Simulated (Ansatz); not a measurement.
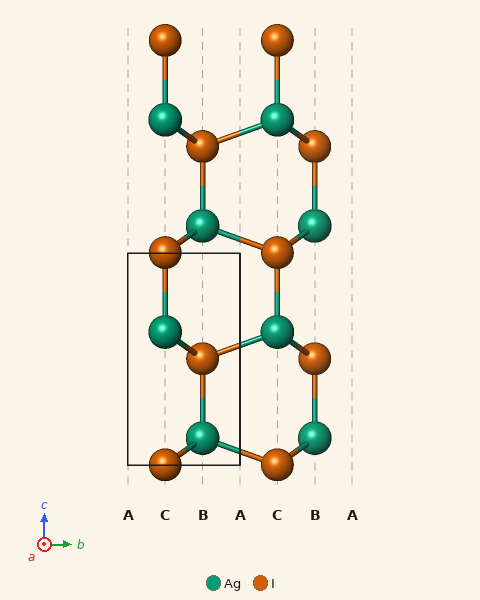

The picture looks along a close-packed row of the hexagonal mesh; c points upwards. The dashed lines mark the three columns A (0, 0), B (1/3, 2/3) and C (2/3, 1/3). The sequence starts with the first layer at or above the cell's origin.

System AgI (space group P6_3mc, No. 186); source of the atomic positions: the geometry relaxed in a fixed cell with DFT PBE, scalar-relativistic, plane waves, PAW (Ansatz 0.2.0).

Q: Give the sequence of layers in one repeat, with element and column.

A: I(C) – Ag(B) – I(B) – Ag(C) (four layers in 7.52 Å).

Q: How are the I layers alone stacked?

A: I layers alone: CB, the hexagonal close-packed type.

Q: Which positions between or in the I layers do the other atoms fill?

A: Ag: two tetrahedral sites in each hexagonal cell.

Q: What short polytype symbol fits?

A: Polytype symbol 2H, the symbol of a tetrahedral polytype (number of double layers in the repeat and lattice).

Heights of the layers:

```json
{"layer": "1", "atoms (column)": "I(C)", "height (Å)": "0.02", "to next (Å)": "0.95"}
{"layer": "2", "atoms (column)": "Ag(B)", "height (Å)": "0.96", "to next (Å)": "2.81"}
{"layer": "3", "atoms (column)": "I(B)", "height (Å)": "3.78", "to next (Å)": "0.95"}
{"layer": "4", "atoms (column)": "Ag(C)", "height (Å)": "4.72", "to next (Å)": "2.81"}
```
